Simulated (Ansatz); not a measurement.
```
Mo S
1.0
     5.95118    0.00000    0.00000
     0.00000    0.00000   -5.95118
     0.00000    5.95118    0.00000
Mo S
4 4
Cartesian
  2.9756 0.0000 -2.9756
  0.0000 2.9756 -2.9756
  0.0000 0.0000 0.0000
  2.9756 2.9756 0.0000
  1.4878 1.4878 -4.4634
  4.4634 4.4634 -4.4634
  4.4634 1.4878 -1.4878
  1.4878 4.4634 -1.4878
```

Space group F-43m; started from the zinc blende prototype, which need not be the ambient phase; computed pressure about −7 GPa in this cell; computed without spin polarisation; Hubbard U of 4.38 eV on Mo d only.

Computed with Ansatz 0.2.0, DFT PBE+U, scalar-relativistic, plane waves, PAW.

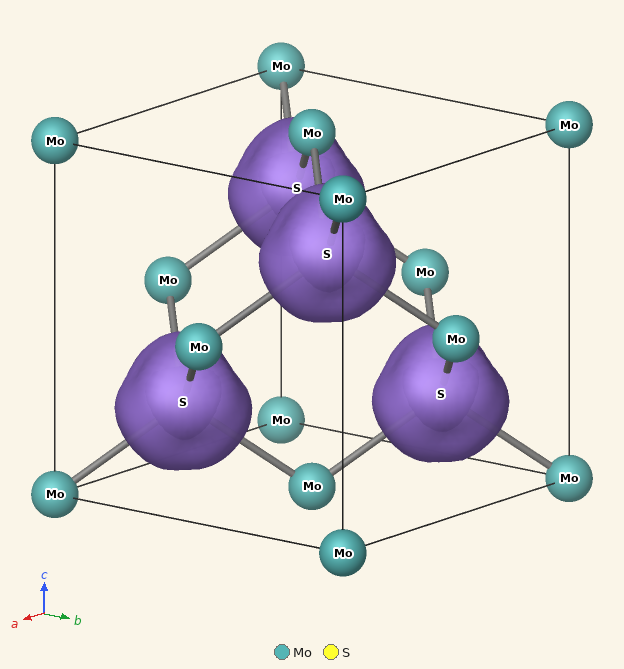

MoS. Isosurface of the electron localisation function at 0.75 (purple), seen at an oblique angle. Core shells and regions of very low density are left out. Sticks mark near contacts.

In a PAW calculation such maps are meaningful between the atoms, not at the nuclei.

**What do the ELF domains correspond to?**

The ELF exceeds this value in four regions wrapped around S (the valence shell of each), counted in one cell of 8 atoms. Regions shared between cells count once. Profiles from the grid: Mo–S (2.58 Å): the ELF peaks at about 0.90 in the valence shell of S, 0.8 Å from its nucleus, and is about 0.40 at the midpoint.

**Metal or insulator at this level of theory?**

It is gapped, with a Kohn–Sham gap of 1.3 eV on the k-point mesh (the band edges may lie off the mesh, which would make the gap smaller).
